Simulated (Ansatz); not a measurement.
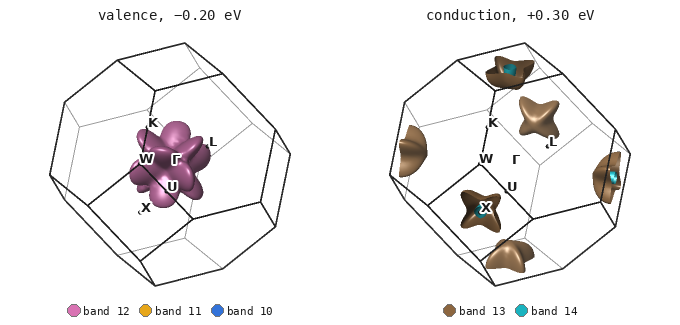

Mg₂Si (space group Fm-3m, No. 225): constant-energy surfaces at both band edges (energies from each edge).

The calculation used Ansatz, DFT PBEsol, scalar-relativistic, plane waves, PAW; levels and slopes on a dense k mesh at the converged density. No spin polarisation. Mesh 32×32×32, interpolated with the band slopes. Unrelaxed database geometry.

Masses come from a second pass at points close to the extrema; at the energies drawn a band may no longer be parabolic.

Q: What kind of gap has this crystal, and what size does the calculation give?

A: The gap is indirect, 0.15 eV at this level of theory, which underestimates gaps and can reorder valleys that lie close.

Q: Give the valleys and their effective masses.

A: Valence band (extrema up to 0.20 eV from the edge): one maximum at Γ, three bands meeting there, with masses of 0.14 and 0.34 mₑ among them, each the same along x, y and z. Band 12 forms the valence edge; band 11 meets it there and band 10 meets it there.
Conduction band (extrema up to 0.30 eV from the edge): three equivalent minima at X, principal masses 0.19, 0.19 and 0.58 mₑ. Band 13 forms the conduction edge; band 14 begins 0.22 eV higher (at X).

Where one band's surface lies inside another's, the outer one hides all or part of it.

Spin-orbit coupling, left out here, can split bands that meet at an edge and change their masses.
